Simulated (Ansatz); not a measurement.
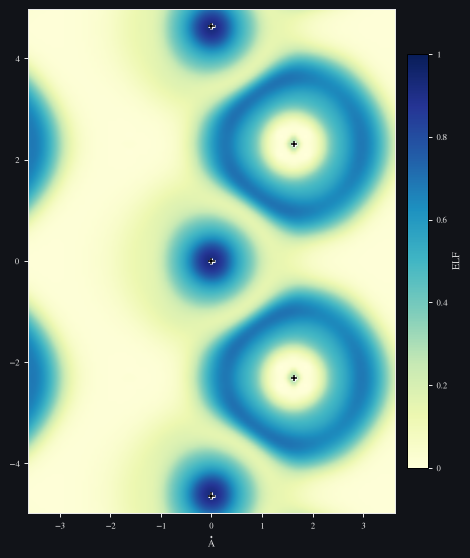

The ELF on a plane through atoms (crosses mark nuclei in the plane).

Method: DFT r2SCAN, scalar-relativistic, plane waves, PAW (Ansatz 0.2.0).

Candidates:
A. Al3GaN4, a = 4.40 Å, b = 4.40 Å, c = 4.40 Å, α = 90.00°, β = 90.00°, γ = 90.00°. Space group P-43m; a structure from a database of computed crystals, not necessarily the ambient phase.
B. CdTe, a = 6.56 Å, b = 6.56 Å, c = 6.56 Å, α = 90.00°, β = 90.00°, γ = 90.00°. Space group F-43m.
C. ZnS, a = 3.82 Å, b = 3.82 Å, c = 9.38 Å, α = 88.83°, β = 87.66°, γ = 60.00°. Space group P1; not relaxed (largest force 0.3 eV/Å).

**Which candidate gave the map?**

Candidate B: CdTe on the (101) plane of the conventional cell, which holds Cd and Te. Cd–Te (2.84 Å): the ELF peaks at about 0.70 in the valence shell of Te, 1.2 Å from its nucleus, and is about 0.50 at the midpoint.
